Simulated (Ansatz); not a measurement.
Rh (P6_3/mmc, No. 194): the geometry relaxed with DFT PBE, scalar-relativistic, plane waves, PAW (Ansatz 0.2.0); the starting structure was generated, so it need not be a known form of this composition.

```yaml
crystal:
  lattice:
    - [2.72478, 0.00000, 0.00000]
    - [-1.36239, 2.35973, 0.00000]
    - [0.00000, 0.00000, 4.38500]
  atoms:
    - { symbol: Rh, position: [0.33333, 0.66667, 0.75000] }
    - { symbol: Rh, position: [0.66667, 0.33333, 0.25000] }
```

Q: What will a HAADF-like image along [101] show? Simulated incoherent Z contrast: every atom adds Z^1.7 spread by a probe of 0.50 Å full width; channelling and multiple scattering are left out. Shot noise was added.

A: The columns repeat on a centred rectangular net of 2.31 × 4.72 Å (plane group c2mm). All columns are alike (Rh). The shortest distance between visible columns is 0.79 Å in projection. Along the beam the structure repeats every 5.16 Å.

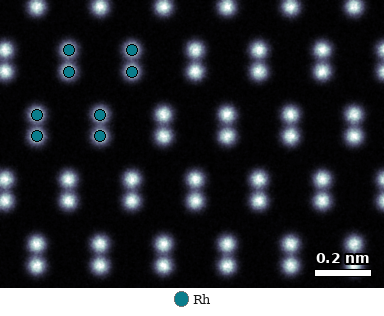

The simulated image, with the columns of the model marked in one corner.
